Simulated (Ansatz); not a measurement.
NiSi: geometry relaxation (part 2 of 2)

The same run, continued: NiSi (Pnma, 8 atoms in the cell); DFT PBE, scalar-relativistic, plane waves, PAW, no spin polarisation (Ansatz 0.2.0); cutoff 420 eV, 8×10×6 k-mesh, Gaussian smearing of 0.1 eV. The structure derives from a Materials Project entry.

Geometry of the input (Å; fractional positions):
```
5.1415  0.0000  0.0000
0.0000  3.3213  0.0000
0.0000  0.0000  5.5698
Si 0.8211  0.7500  0.5823
Si 0.1789  0.2500  0.4177
Si 0.3211  0.7500  0.9177
Si 0.6789  0.2500  0.0823
Ni 0.5079  0.2500  0.6885
Ni 0.4921  0.7500  0.3115
Ni 0.0079  0.2500  0.8115
Ni 0.9921  0.7500  0.1885
```

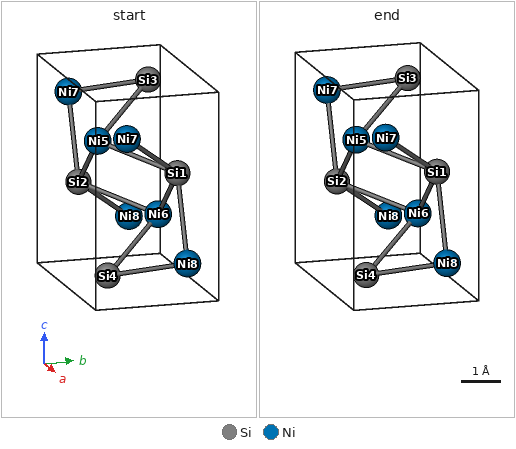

Fig. 1: Before (left) and after (right) the relaxation, at one scale (ball-and-stick view of the cell of the calculation, seen slightly off an axis). The largest moves relative to the cell, 0.010 Å, are those of Si1, Si2, Si3 and Si4. By element the largest moves are Si 0.010 Å, Ni 0.002 Å. The volume changes by +2.8 %, with a 5.142 → 5.154 Å (+0.3 %), b 3.321 → 3.376 Å (+1.6 %), c 5.570 → 5.618 Å (+0.9 %). Distances before and after: Si1–Ni8 2.363 → 2.390 Å, Si1–Ni7 2.304 → 2.326 Å, Si1–Ni6 2.267 → 2.287 Å, Si1–Ni5 2.387 → 2.407 Å. The space group stays Pnma (No. 62). The energy falls by 5.5 meV per atom in 4 geometry steps. Largest force component: 0.081 eV/Å at the start, 0.0041 eV/Å at the end. The pressure goes from 5.20 to 0.01 GPa. A last SCF at the same geometry on a re-selected plane-wave basis shifts the energy by −0.1 meV per atom. (Atoms are counted from 1 in the order of the input.)

```
basis re-selected at this cell: Δ(F+E_penalty+E_count) = -8.399e-4 eV, ΔP = +0.005 GPa vs the last step (what re-selecting the basis moved, of the pressure what is left beyond the Pulay correction that the steps carried, after the strain that the cell walked since its last selection, with what the two solves' SCF thresholds leave and, on support functions, any second-order correction that the steps lacked; it is no measure of the basis error at this ecutwfc). This SCF's stress stands 3.58e-2 GPa from its target on what of the cell is left free (relax.cell.stress_tol is 5.00e-2 GPa) and its largest allowed force component is 4.07e-3 eV/Å (relax.f_tol is 5.00e-3 eV/Å): within both
SCF converged after 6 iterations
Free energy (F): -25906.162027 eV
Harris-Foulkes:  -25906.162027 eV  (|F-HF|=3.64e-12)
Internal energy: -25906.154096 eV  (E = F + TS)
E sigma→0 (E₀):  -25906.158061 eV
Entropy (-TS):   -0.007932 eV (-0.991 meV/atom)
Fermi energy:    14.549081 eV
--- Per-component energies (eV) ---
  E_band       = -1315.959169
  E_kinetic    = 1308.949555
  E_local      = -17897.827443  (includes V_loc(G=0)·N_el)
  E_nonlocal   = 2636.284916
  E_hartree    = 7691.446255
  E_xc         = -568.778272
  E_vxc        = -636.428813  (∫ρ·V_xc dr)
  E_paw        = -8568.491901  (= ΣΔE_a)
  E_vpaw       = -2109.832112  (= ΣTr[D̂ρ^β])
  E_aug_tail   = 0.002199  (compensation charges beyond the density's cutoff)
  E_ewald      = -10507.739406
  E_smearing   = -0.007932  (= −TS)
  E_closure    = -0.000000  (closes the sum)
  Σ components = -25906.162027   (vs F -25906.162027, Δ=0.00e0)
--- Forces (eV/Å), atoms counted from 1 ---
  atom   1  Si     0.00186806     0.00000000     0.00092172
  atom   2  Si    -0.00186806    -0.00000000    -0.00092172
  atom   3  Si     0.00186806     0.00000000    -0.00092172
  atom   4  Si    -0.00186806    -0.00000000     0.00092172
  atom   5  Ni    -0.00052187     0.00000000     0.00407478
  atom   6  Ni     0.00052187    -0.00000000    -0.00407478
  atom   7  Ni    -0.00052187    -0.00000000    -0.00407478
  atom   8  Ni     0.00052187     0.00000000     0.00407478
  max |Σ_I F_I| component: 3.47e-18 eV/Å
--- Stress (GPa, compression-positive) ---
       -0.004814      -0.000000       0.000000
       -0.000000      -0.004938      -0.000000
        0.000000      -0.000000       0.035829
  P = ⅓ Tr σ = 0.0087 GPa (0.087 kbar)
--- Band table (eV; the first three rows and the last of 120) ---
  k-point 0: bands = ["-89.3489", "-89.3454", "-89.3445", "-89.3411", "-49.8088", "-49.8044", "-49.7868", "-49.7792", "-49.7487", "-49.7484", "-49.7308", "-49.7258", "-49.7157", "-49.7107", "-49.7039", "-49.7007", "1.5955", "4.9339", "6.1995", "6.7851", "8.0581", "8.5514", "10.2061", "10.5715", "10.6553", "10.7147", "10.7347", "10.7558", "10.9703", "11.2597", "11.4758", "11.5847", "11.7663", "11.9308", "12.1776", "12.2483", "12.3472", "12.4252", "12.4802", "12.6270", "12.7239", "13.3963", "13.4165", "13.6179", "15.1631", "15.7941", "17.8408", "18.3640", "18.5682", "19.0680", "19.3512", "20.5450", "20.8053"]
  k-point 1: bands = ["-89.3488", "-89.3461", "-89.3439", "-89.3413", "-49.8085", "-49.8047", "-49.7863", "-49.7797", "-49.7487", "-49.7485", "-49.7306", "-49.7263", "-49.7152", "-49.7109", "-49.7036", "-49.7009", "1.7211", "4.3788", "6.5762", "6.8436", "7.9829", "8.9295", "9.8303", "10.5098", "10.5806", "10.6140", "10.6830", "10.9760", "10.9940", "11.3120", "11.4849", "11.5301", "11.8688", "11.9916", "12.1592", "12.1828", "12.1854", "12.3992", "12.4151", "12.6155", "12.9280", "13.2791", "13.6151", "13.8043", "15.3638", "16.1361", "17.3020", "18.4518", "18.6346", "18.7491", "18.9492", "20.5420", "20.9730"]
  k-point 2: bands = ["-89.3484", "-89.3470", "-89.3430", "-89.3416", "-49.8077", "-49.8055", "-49.7849", "-49.7811", "-49.7486", "-49.7485", "-49.7298", "-49.7274", "-49.7141", "-49.7117", "-49.7030", "-49.7015", "2.0933", "3.4910", "7.0037", "7.0724", "7.8681", "8.9680", "9.6731", "10.3482", "10.6438", "10.7184", "10.7497", "10.9822", "11.2079", "11.4336", "11.4444", "11.5438", "11.7789", "11.7976", "12.0000", "12.0364", "12.2083", "12.4307", "12.5729", "12.6000", "12.9928", "13.1575", "13.7544", "14.5658", "15.2708", "16.3998", "16.9288", "17.8489", "18.5959", "18.8355", "19.4096", "20.4821", "20.7773"]
  k-point 119: bands = ["-89.3449", "-89.3449", "-89.3449", "-89.3449", "-49.7962", "-49.7962", "-49.7962", "-49.7962", "-49.7271", "-49.7271", "-49.7271", "-49.7271", "-49.7201", "-49.7201", "-49.7201", "-49.7201", "5.9590", "5.9590", "5.9590", "5.9590", "8.0790", "8.0790", "8.0790", "8.0790", "10.8923", "10.8923", "10.8923", "10.8923", "11.2977", "11.2977", "11.2977", "11.2977", "11.9941", "11.9941", "11.9941", "11.9941", "12.4046", "12.4046", "12.4046", "12.4046", "12.6906", "12.6906", "12.6906", "12.6906", "17.0480", "17.0480", "17.0480", "17.0480", "18.0191", "18.0191", "18.0191", "18.0191", "20.4756"]
--- Relaxed structure (5 steps of the walk, 5 accepted, 1 SCFs on fresh bases) ---
  F+E_penalty+E_count = -25906.16202730 eV   max|allowed force component| = 4.075e-3 eV/Å   (the final SCF, on the basis selected at the relaxed cell)
  cell:  # Å, volume = 97.7600 Å³
    - [5.154391169128516, 0.0, 0.0]
    - [0.0, 3.3757621829111617, 0.0]
    - [0.0, 0.0, 5.618391368135224]
  atoms:
    - { symbol: Si, position: [0.8212591056603673, 0.7499999999999999, 0.5841103476963347] }
    - { symbol: Si, position: [0.1787408943396326, 0.24999999999999994, 0.4158896523036651] }
    - { symbol: Si, position: [0.3212591056603674, 0.7499999999999999, 0.9158896523036649] }
    - { symbol: Si, position: [0.6787408943396325, 0.24999999999999994, 0.08411034769633491] }
    - { symbol: Ni, position: [0.5082970126033313, 0.24999999999999994, 0.6884180178644979] }
    - { symbol: Ni, position: [0.4917029873966688, 0.7499999999999999, 0.311581982135502] }
    - { symbol: Ni, position: [0.008297012603331294, 0.24999999999999994, 0.8115819821355019] }
    - { symbol: Ni, position: [0.9917029873966688, 0.7499999999999999, 0.18841801786449794] }
```

Trajectory as extended XYZ (Å, eV, eV/Å), 6 frames, from step=1 to step=6:
```
8
Lattice="5.1415 0.0000 0.0000 0.0000 3.3213 0.0000 0.0000 0.0000 5.5698" Properties=species:S:1:pos:R:3:forces:R:3 step=1 energy=-25906.11721 pressure_GPa=5.20
Si    4.2217    2.4910    3.2434    0.0273   0.0000   0.0515
Si    0.9199    0.8303    2.3264   -0.0273   0.0000  -0.0515
Si    1.6509    2.4910    5.1112    0.0273   0.0000  -0.0515
Si    3.4906    0.8303    0.4585   -0.0273   0.0000   0.0515
Ni    2.6116    0.8303    3.8349    0.0511   0.0000  -0.0810
Ni    2.5299    2.4910    1.7349   -0.0511   0.0000   0.0810
Ni    0.0409    0.8303    4.5198    0.0511   0.0000   0.0810
Ni    5.1007    2.4910    1.0500   -0.0511   0.0000  -0.0810
8
Lattice="5.1544 0.0000 0.0000 0.0000 3.3455 0.0000 0.0000 0.0000 5.6008" Properties=species:S:1:pos:R:3:forces:R:3 step=2 energy=-25906.15193 pressure_GPa=2.27
Si    4.2324    2.5091    3.2636    0.0106   0.0000   0.0349
Si    0.9220    0.8364    2.3372   -0.0106   0.0000  -0.0349
Si    1.6552    2.5091    5.1375    0.0106   0.0000  -0.0349
Si    3.4993    0.8364    0.4632   -0.0106   0.0000   0.0349
Ni    2.6184    0.8364    3.8569    0.0264   0.0000  -0.0436
Ni    2.5360    2.5091    1.7439   -0.0264   0.0000   0.0436
Ni    0.0412    0.8364    4.5443    0.0264   0.0000   0.0436
Ni    5.1132    2.5091    1.0565   -0.0264   0.0000  -0.0436
8
Lattice="5.1588 0.0000 0.0000 0.0000 3.3693 0.0000 0.0000 0.0000 5.6234" Properties=species:S:1:pos:R:3:forces:R:3 step=3 energy=-25906.16105 pressure_GPa=0.06
Si    4.2369    2.5269    3.2809   -0.0045   0.0000   0.0142
Si    0.9219    0.8423    2.3425    0.0045   0.0000  -0.0142
Si    1.6575    2.5269    5.1542   -0.0045   0.0000  -0.0142
Si    3.5013    0.8423    0.4692    0.0045   0.0000   0.0142
Ni    2.6217    0.8423    3.8718    0.0023   0.0000  -0.0024
Ni    2.5371    2.5269    1.7516   -0.0023   0.0000   0.0024
Ni    0.0423    0.8423    4.5634    0.0023   0.0000   0.0024
Ni    5.1165    2.5269    1.0601   -0.0023   0.0000  -0.0024
8
Lattice="5.1537 0.0000 0.0000 0.0000 3.3760 0.0000 0.0000 0.0000 5.6203" Properties=species:S:1:pos:R:3:forces:R:3 step=4 energy=-25906.16114 pressure_GPa=-0.01
Si    4.2318    2.5320    3.2831    0.0015   0.0000  -0.0036
Si    0.9219    0.8440    2.3372   -0.0015   0.0000   0.0036
Si    1.6550    2.5320    5.1473    0.0015   0.0000   0.0036
Si    3.4988    0.8440    0.4730   -0.0015   0.0000  -0.0036
Ni    2.6187    0.8440    3.8707    0.0062   0.0000  -0.0115
Ni    2.5351    2.5320    1.7497   -0.0062   0.0000   0.0115
Ni    0.0418    0.8440    4.5598    0.0062   0.0000   0.0115
Ni    5.1119    2.5320    1.0605   -0.0062   0.0000  -0.0115
8
Lattice="5.1544 0.0000 0.0000 0.0000 3.3758 0.0000 0.0000 0.0000 5.6184" Properties=species:S:1:pos:R:3:forces:R:3 step=5 energy=-25906.16119 pressure_GPa=0.00
Si    4.2331    2.5318    3.2818    0.0019   0.0000   0.0008
Si    0.9213    0.8439    2.3366   -0.0019   0.0000  -0.0008
Si    1.6559    2.5318    5.1458    0.0019   0.0000  -0.0008
Si    3.4985    0.8439    0.4726   -0.0019   0.0000   0.0008
Ni    2.6200    0.8439    3.8678   -0.0005   0.0000   0.0039
Ni    2.5344    2.5318    1.7506    0.0005   0.0000  -0.0039
Ni    0.0428    0.8439    4.5598   -0.0005   0.0000  -0.0039
Ni    5.1116    2.5318    1.0586    0.0005   0.0000   0.0039
8
Lattice="5.1544 0.0000 0.0000 0.0000 3.3758 0.0000 0.0000 0.0000 5.6184" Properties=species:S:1:pos:R:3:forces:R:3 step=6 energy=-25906.16203 pressure_GPa=0.01
Si    4.2331    2.5318    3.2818    0.0019   0.0000   0.0009
Si    0.9213    0.8439    2.3366   -0.0019   0.0000  -0.0009
Si    1.6559    2.5318    5.1458    0.0019   0.0000  -0.0009
Si    3.4985    0.8439    0.4726   -0.0019   0.0000   0.0009
Ni    2.6200    0.8439    3.8678   -0.0005   0.0000   0.0041
Ni    2.5344    2.5318    1.7506    0.0005   0.0000  -0.0041
Ni    0.0428    0.8439    4.5598   -0.0005   0.0000  -0.0041
Ni    5.1116    2.5318    1.0586    0.0005   0.0000   0.0041
```

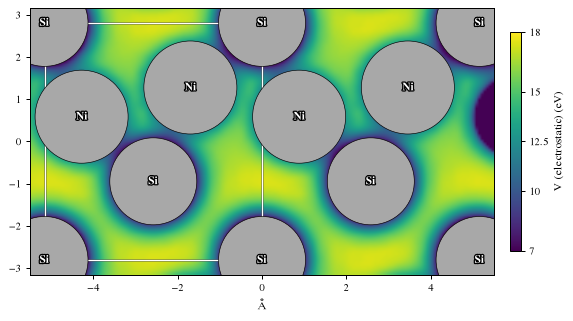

Fig. 2: Electrostatic potential (local pseudopotential plus Hartree) felt by an electron on the (010) plane of the conventional cell. Grey discs, where drawn, cover atomic cores. Outside the cores the potential energy rises away from the atoms and is highest about 1.8 Å from the nearest atoms; outside the discs it spans about 10 eV, and its zero is arbitrary. The fields are those of the smooth PAW valence density.

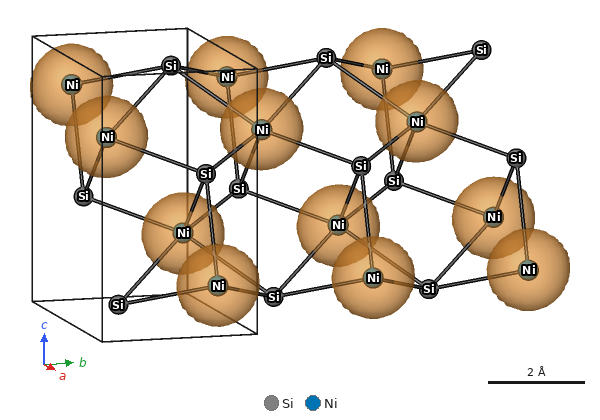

Fig. 3: Isosurface of the valence electron density at 0.8 e/Å³ (orange), seen slightly off an axis. Sticks mark near contacts. The outline is the cell set on symmetry axes. At this value the density breaks into separate islands; it holds about 70 % of the electrons treated as valence (semicore included). It is pinched off along the Si–Ni (2.29 Å) and Si–Ni (2.39 Å) contacts. On the grid the lowest density along these lines, outside the cores, is 0.47 e/Å³ (Si–Ni, 2.29 Å) and 0.43 e/Å³ (Si–Ni, 2.39 Å).

Results in brief:

```tsv
quantity	value
outcome	converged
space group (tolerance 0.01 Å)	Pnma (62)
electrons treated	88
free energy	−25906.1620 eV
Fermi energy	14.549 eV
gap on the k-point mesh	none (metallic)
pressure	0.01 GPa
final volume	97.76 Å³
largest force (length of the vector) at the end	0.004 eV/Å
final cell	a = 5.154 Å, b = 3.376 Å, c = 5.618 Å, α = 90.00°, β = 90.00°, γ = 90.00°
hardware	4 threads of Arm Neoverse V2, 128 GiB of memory available, shared host
wall time	64 s (CPU time 4.1 min)
peak memory	0.76 GiB
```

The run has no spin polarisation, so a magnetic state may lie lower.
